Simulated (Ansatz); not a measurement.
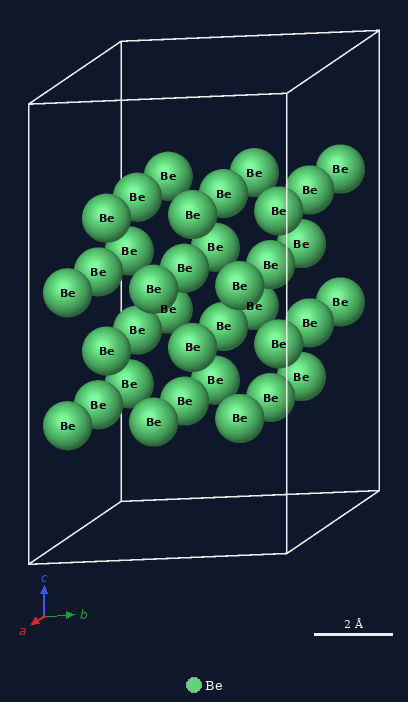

Figure 1. The structure as given in the input (spheres-only view of the 3 × 3 repeat of the cell, with the vacuum cut short, seen slightly off an axis). An atom can appear more than once, as a periodic image.

# Run report: Be, geometry relaxation (part 1 of 2)

Be (slab, 4 atoms in the cell), computed with DFT PBE, scalar-relativistic, plane waves, PAW, no spin polarisation (Ansatz 0.2.0).

The structure derives from an entry of the Crystallography Open Database. The input holds or restrains some coordinates. Forces given for the steps count only the free coordinates.

What the program printed
```
Engine: ansatz 0.2.0, aarch64-unknown-linux-gnu
Pseudopotentials: kind: paw
Pseudopotential: Be, paw, valence charge 2, recommended cutoff 420 eV (normal), Be.paw.azcp
Functional definition: PBE
  parameter kappa = 0.804
  parameter beta = 0.06672455060314922
  exchange = pbe_x(kappa = kappa, mu = beta*pi^2/3)
  correlation = pbe_c(beta = beta)
Crystal: 4 atoms, lattice volume = 85.798 Å³
Basis set: ecut = 420 eV, 1685 PW (Γ), exchange–correlation on 32×32×270 points (8 copies of the dense FFT grid, shifted against one another)
Bands: 8, of which v1, the nominal top of the filled ones, is band 4 counted from 1 (3 counted from 0)
Symmetry: 6 space group operations
k-points: 27 of 225 (time reversal used)
Non-local potential: Be, projectors of the file, l = 0: 2, l = 1: 2, l = 2: 1
PAW form: soft (Blöchl's): semilocal exchange-correlation on the pseudo side does not see the compensation charge
PAW one-centre angular grid: Be, 110 points (default); XC on 64 Gauss nodes
Initial density: superposition of atomic densities (neutral atoms: chi_scale 0, normalization atom), corrected by the library's trained network
Initial wavefunctions: pseudopotential atomic-orbital guess
Functional: x = pbe(κ = 0.804, μ = 0.2195149727645171), c = pbe(β = 0.06672455060314922)
SCF iter   1: F=—  HF=-370.045037 eV  |F-HF|=—  |Δ(HF+E_count)|=         —  Δρ=3.10e-3  dr2=4.99e-2  ethr=1.77e-3  p=0.000 e·Å  D=3.11e-14 V/Å  ΔV_dip=-0.00 eV  dr2_dipole=5.30e-11  V_vac-E_F(+/−)=5.40/5.40 eV  ⟨swp⟩=9.1  Hψ=2593  notcnv=0
efield: sawtooth ramp at fractional position 0.9800 (placed from the atoms, in the widest stretch of the axis that holds none; the zero of the levels goes with the place), width 0.0400; the density the first Hamiltonian is built on has a dipole p = 0.000 e·Å; the dipole correction subtracts the counter field D = 3.11e-14 V/Å, which shifts the + side's vacuum level by -0.00 eV against the − side's; the planar-averaged density in the ramp window peaks in size at 1.1e-5 e/Å³
preconditioner: auto → LDOS  [metal: Δε(μ)=0.109 eV  Ē_g=8.266 eV  σ=0.100 eV  W_gap=0.48  n_scr=10 (ndim 8)  ℏωp=11.3 eV  f_vac=0.496  D(μ)=2.29/eV (n_scr^D=12)  β→1.0]
SCF iter   2: F=—  HF=-370.040936 eV  |F-HF|=—  |Δ(HF+E_count)|=   4.10e-3  Δρ=1.84e-3  dr2=1.70e-2  ethr=6.23e-4  p=-0.000 e·Å  D=-1.59e-6 V/Å  ΔV_dip=0.00 eV  dr2_dipole=3.50e-11  V_vac-E_F(+/−)=5.37/5.37 eV  ⟨swp⟩=1.9  Hψ=478  notcnv=0
SCF iter   3: F=—  HF=-370.039637 eV  |F-HF|=—  |Δ(HF+E_count)|=   1.30e-3  Δρ=9.95e-4  dr2=5.56e-3  ethr=2.13e-4  p=0.000 e·Å  D=4.76e-7 V/Å  ΔV_dip=-0.00 eV  dr2_dipole=8.90e-12  V_vac-E_F(+/−)=5.34/5.34 eV  ⟨swp⟩=2.1  Hψ=287  notcnv=0
SCF iter   4: F=—  HF=-370.038857 eV  |F-HF|=—  |Δ(HF+E_count)|=   7.81e-4  Δρ=2.38e-4  dr2=9.79e-5  ethr=6.96e-5  p=0.000 e·Å  D=1.06e-6 V/Å  ΔV_dip=-0.00 eV  dr2_dipole=7.97e-12  V_vac-E_F(+/−)=5.33/5.33 eV  ⟨swp⟩=1.9  Hψ=266  notcnv=0
iter 5 did not close the SCF: its close was put off for the readings that it lacked (scf_convergence_deferred on its scf_iter line)
SCF iter   5: F=-370.038907 eV  HF=-370.038906 eV  |F-HF|=8.43e-7  |Δ(HF+E_count)|=   4.91e-5  Δρ=3.68e-5  dr2=6.53e-7  ethr=1.22e-6  p=-0.000 e·Å  D=-4.43e-8 V/Å  ΔV_dip=0.00 eV  dr2_dipole=3.68e-13  V_vac-E_F(+/−)=5.33/5.33 eV  ⟨swp⟩=2.4  Hψ=383  notcnv=0
SCF iter   6: F=-370.038907 eV  HF=-370.038907 eV  |F-HF|=6.05e-8  |Δ(HF+E_count)|=   9.40e-7  Δρ=7.40e-6  dr2=8.06e-8  ethr=8.17e-9  p=0.000 e·Å  D=3.95e-8 V/Å  ΔV_dip=-0.00 eV  dr2_dipole=3.43e-12  V_vac-E_F(+/−)=5.33/5.33 eV  ⟨swp⟩=5.3  Hψ=1518  notcnv=0
SCF 1 converged in 6 iterations: F = -370.038907 eV  dr2 = 8.06e-8
  greatest PAW one-centre occupation: 0.374 electrons in one spin orbital (limit 2), on the Be atom at site 1 (counted from 0), in its partial waves of l = 0
relax step   1: F+E_penalty+E_count = -370.03890668 eV  Δ(F+E_penalty+E_count) = +0.000e0 eV  max|allowed force component| = 2.062e-1 eV/Å  Δτ_max = 0.0000 Å  (6 SCF iters, dr2 threshold 2.25e-5 eV, accepted)
Initial density: handed on by an earlier stage of this run
Initial wavefunctions: those handed on with the density
iter 1 solved again at ethr=4.52e-4 eV; its pass at ethr=3.10e-3 eV (dr2=3.62e-2 eV) is discarded
SCF iter   1: F=—  HF=-370.048368 eV  |F-HF|=—  |Δ(HF+E_count)|=         —  Δρ=2.07e-3  dr2=3.11e-2  ethr=4.52e-4  p=0.000 e·Å  D=3.10e-8 V/Å  ΔV_dip=-0.00 eV  dr2_dipole=6.45e-4  V_vac-E_F(+/−)=5.31/5.31 eV  ⟨swp⟩=1.8  Hψ=1418  notcnv=0  defer=3
efield: sawtooth ramp at fractional position 0.9800 (handed on by an earlier solve), width 0.0400; the density the first Hamiltonian is built on has a dipole p = 0.000 e·Å; the dipole correction subtracts the counter field D = 3.10e-8 V/Å, which shifts the + side's vacuum level by -0.00 eV against the − side's; the planar-averaged density in the ramp window peaks in size at 3.3e-7 e/Å³
preconditioner: auto → LDOS  [metal: Δε(μ)=0.051 eV  Ē_g=8.228 eV  σ=0.100 eV  W_gap=0.27  n_scr=10 (ndim 8)  ℏωp=11.3 eV  f_vac=0.489  D(μ)=2.74/eV (n_scr^D=14)  β→1.0]
SCF iter   2: F=—  HF=-370.045339 eV  |F-HF|=—  |Δ(HF+E_count)|=   3.03e-3  Δρ=1.20e-3  dr2=5.58e-3  ethr=3.88e-4  p=-0.000 e·Å  D=-6.56e-4 V/Å  ΔV_dip=0.01 eV  dr2_dipole=3.68e-4  V_vac-E_F(+/−)=5.36/5.35 eV  ⟨swp⟩=2.0  Hψ=289  notcnv=0  defer=3
SCF iter   3: F=—  HF=-370.045060 eV  |F-HF|=—  |Δ(HF+E_count)|=   2.78e-4  Δρ=5.71e-4  dr2=2.30e-3  ethr=6.98e-5  p=0.000 e·Å  D=4.52e-4 V/Å  ΔV_dip=-0.01 eV  dr2_dipole=6.58e-6  V_vac-E_F(+/−)=5.34/5.35 eV  ⟨swp⟩=1.9  Hψ=297  notcnv=0  defer=3
SCF iter   4: F=—  HF=-370.044862 eV  |F-HF|=—  |Δ(HF+E_count)|=   1.98e-4  Δρ=3.35e-4  dr2=7.82e-4  ethr=2.87e-5  p=0.000 e·Å  D=5.25e-4 V/Å  ΔV_dip=-0.01 eV  dr2_dipole=2.13e-6  V_vac-E_F(+/−)=5.35/5.36 eV  ⟨swp⟩=1.4  Hψ=239  notcnv=0  defer=3
SCF iter   5: F=—  HF=-370.044789 eV  |F-HF|=—  |Δ(HF+E_count)|=   7.23e-5  Δρ=7.34e-5  dr2=3.86e-5  ethr=9.78e-6  p=0.000 e·Å  D=6.14e-4 V/Å  ΔV_dip=-0.01 eV  dr2_dipole=3.36e-6  V_vac-E_F(+/−)=5.35/5.36 eV  ⟨swp⟩=1.5  Hψ=242  notcnv=0  defer=3
iter 6 did not close the SCF: its close was put off until two iterations running show no level that it waits for move by more than its bar (scf_convergence_deferred on its scf_iter line)
SCF iter   6: F=-370.044791 eV  HF=-370.044793 eV  |F-HF|=1.93e-6  |Δ(HF+E_count)|=   3.26e-6  Δρ=1.64e-5  dr2=1.68e-6  ethr=3.32e-8  p=0.000 e·Å  D=5.78e-4 V/Å  ΔV_dip=-0.01 eV  dr2_dipole=7.30e-7  V_vac-E_F(+/−)=5.35/5.36 eV  ⟨swp⟩=8.0  Hψ=1650  notcnv=0
SCF iter   7: F=-370.044792 eV  HF=-370.044793 eV  |F-HF|=6.02e-7  |Δ(HF+E_count)|=   1.79e-7  Δρ=7.21e-6  dr2=5.51e-7  ethr=2.10e-8  p=0.000 e·Å  D=4.96e-4 V/Å  ΔV_dip=-0.01 eV  dr2_dipole=1.62e-7  V_vac-E_F(+/−)=5.35/5.36 eV  ⟨swp⟩=4.2  Hψ=966  notcnv=0
SCF 2 converged in 7 iterations: F = -370.044792 eV  dr2 = 5.51e-7
  greatest PAW one-centre occupation: 0.373 electrons in one spin orbital (limit 2), on the Be atom at site 1 (counted from 0), in its partial waves of l = 0
relax step   2: F+E_penalty+E_count = -370.04479219 eV  Δ(F+E_penalty+E_count) = -5.886e-3 eV  max|allowed force component| = 1.288e-1 eV/Å  Δτ_max = 0.0419 Å  (7 SCF iters, dr2 threshold 2.66e-6 eV, accepted)
iter 1 solved again at ethr=1.32e-3 eV; its pass at ethr=3.10e-3 eV (dr2=1.06e-1 eV) is discarded
SCF iter   1: F=—  HF=-370.061377 eV  |F-HF|=—  |Δ(HF+E_count)|=         —  Δρ=3.81e-3  dr2=1.06e-1  ethr=1.32e-3  p=0.000 e·Å  D=4.96e-4 V/Å  ΔV_dip=-0.01 eV  dr2_dipole=2.81e-6  V_vac-E_F(+/−)=5.30/5.31 eV  ⟨swp⟩=1.1  Hψ=1813  notcnv=0  defer=1
efield: sawtooth ramp at fractional position 0.9800 (handed on by an earlier solve), width 0.0400; the density the first Hamiltonian is built on has a dipole p = 0.000 e·Å; the dipole correction subtracts the counter field D = 4.96e-4 V/Å, which shifts the + side's vacuum level by -0.01 eV against the − side's; the planar-averaged density in the ramp window peaks in size at 3.5e-7 e/Å³
preconditioner: auto → LDOS  [metal: Δε(μ)=0.014 eV  Ē_g=8.174 eV  σ=0.100 eV  W_gap=0.08  n_scr=10 (ndim 8)  ℏωp=11.3 eV  f_vac=0.489  D(μ)=2.24/eV (n_scr^D=12)  β→1.0]
SCF iter   2: F=—  HF=-370.050670 eV  |F-HF|=—  |Δ(HF+E_count)|=   1.07e-2  Δρ=1.91e-3  dr2=9.67e-3  ethr=1.32e-3  p=-0.001 e·Å  D=-1.47e-3 V/Å  ΔV_dip=0.03 eV  dr2_dipole=4.94e-5  V_vac-E_F(+/−)=5.44/5.41 eV  ⟨swp⟩=2.5  Hψ=319  notcnv=0  defer=1
SCF iter   3: F=—  HF=-370.049791 eV  |F-HF|=—  |Δ(HF+E_count)|=   8.79e-4  Δρ=8.08e-4  dr2=4.07e-3  ethr=1.21e-4  p=0.001 e·Å  D=1.21e-3 V/Å  ΔV_dip=-0.02 eV  dr2_dipole=2.54e-5  V_vac-E_F(+/−)=5.38/5.40 eV  ⟨swp⟩=2.4  Hψ=343  notcnv=0  defer=2
SCF iter   4: F=—  HF=-370.049418 eV  |F-HF|=—  |Δ(HF+E_count)|=   3.73e-4  Δρ=2.42e-4  dr2=3.04e-4  ethr=5.09e-5  p=0.001 e·Å  D=1.55e-3 V/Å  ΔV_dip=-0.03 eV  dr2_dipole=2.51e-5  V_vac-E_F(+/−)=5.39/5.42 eV  ⟨swp⟩=1.7  Hψ=250  notcnv=0  defer=2
SCF iter   5: F=—  HF=-370.049361 eV  |F-HF|=—  |Δ(HF+E_count)|=   5.67e-5  Δρ=8.64e-5  dr2=3.42e-5  ethr=3.79e-6  p=0.001 e·Å  D=1.68e-3 V/Å  ΔV_dip=-0.03 eV  dr2_dipole=1.42e-5  V_vac-E_F(+/−)=5.38/5.41 eV  ⟨swp⟩=2.3  Hψ=294  notcnv=0  defer=3
SCF iter   6: F=—  HF=-370.049367 eV  |F-HF|=—  |Δ(HF+E_count)|=   5.66e-6  Δρ=2.89e-5  dr2=8.21e-6  ethr=4.28e-7  p=0.001 e·Å  D=1.71e-3 V/Å  ΔV_dip=-0.03 eV  dr2_dipole=3.74e-6  V_vac-E_F(+/−)=5.38/5.41 eV  ⟨swp⟩=1.4  Hψ=254  notcnv=0  defer=3
SCF iter   7: F=-370.049367 eV  HF=-370.049367 eV  |F-HF|=1.98e-7  |Δ(HF+E_count)|=   1.71e-7  Δρ=1.15e-5  dr2=3.87e-7  ethr=1.30e-8  p=0.001 e·Å  D=1.72e-3 V/Å  ΔV_dip=-0.03 eV  dr2_dipole=1.42e-7  V_vac-E_F(+/−)=5.38/5.41 eV  ⟨swp⟩=7.0  Hψ=1421  notcnv=0
SCF 3 converged in 7 iterations: F = -370.049367 eV  dr2 = 3.87e-7
  greatest PAW one-centre occupation: 0.371 electrons in one spin orbital (limit 2), on the Be atom at site 1 (counted from 0), in its partial waves of l = 0
relax step   3: F+E_penalty+E_count = -370.04936663 eV  Δ(F+E_penalty+E_count) = -4.574e-3 eV  max|allowed force component| = 1.327e-2 eV/Å  Δτ_max = 0.0840 Å  (7 SCF iters, dr2 threshold 1.04e-6 eV, accepted)
iter 1 solved again at ethr=4.49e-9 eV; its pass at ethr=3.10e-3 eV (dr2=3.59e-7 eV) is discarded
SCF iter   1: F=—  HF=-370.049415 eV  |F-HF|=—  |Δ(HF+E_count)|=         —  Δρ=1.15e-5  dr2=3.59e-7  ethr=4.49e-9  p=0.001 e·Å  D=1.72e-3 V/Å  ΔV_dip=-0.03 eV  dr2_dipole=1.30e-7  V_vac-E_F(+/−)=5.38/5.41 eV  ⟨swp⟩=1.0  Hψ=1080  notcnv=0
efield: sawtooth ramp at fractional position 0.9800 (handed on by an earlier solve), width 0.0400; the density the first Hamiltonian is built on has a dipole p = 0.001 e·Å; the dipole correction subtracts the counter field D = 1.72e-3 V/Å, which shifts the + side's vacuum level by -0.03 eV against the − side's; the planar-averaged density in the ramp window peaks in size at 4.9e-7 e/Å³
preconditioner: auto → LDOS  [metal: Δε(μ)=0.031 eV  Ē_g=8.202 eV  σ=0.100 eV  W_gap=0.17  n_scr=10 (ndim 8)  ℏωp=11.3 eV  f_vac=0.489  D(μ)=2.57/eV (n_scr^D=14)  β→1.0]
SCF iter   2: F=—  HF=-370.049367 eV  |F-HF|=—  |Δ(HF+E_count)|=   4.78e-5  Δρ=5.18e-6  dr2=1.30e-7  ethr=4.49e-9  p=0.001 e·Å  D=1.74e-3 V/Å  ΔV_dip=-0.03 eV  dr2_dipole=4.62e-8  V_vac-E_F(+/−)=5.38/5.41 eV  ⟨swp⟩=2.3  Hψ=320  notcnv=0
SCF iter   3: F=-370.049367 eV  HF=-370.049367 eV  |F-HF|=6.05e-10  |Δ(HF+E_count)|=   2.75e-8  Δρ=2.38e-6  dr2=1.84e-8  ethr=1.25e-9  p=0.001 e·Å  D=1.74e-3 V/Å  ΔV_dip=-0.03 eV  dr2_dipole=8.62e-10  V_vac-E_F(+/−)=5.38/5.41 eV  ⟨swp⟩=6.1  Hψ=965  notcnv=0
SCF 4 converged in 3 iterations: F = -370.049367 eV  dr2 = 1.84e-8
relax step   4: F+E_penalty+E_count = -370.04936704 eV  Δ(F+E_penalty+E_count) = -4.115e-7 eV  max|allowed force component| = 1.338e-2 eV/Å  Δτ_max = 0.0000 Å  (3 SCF iters, accepted)
```
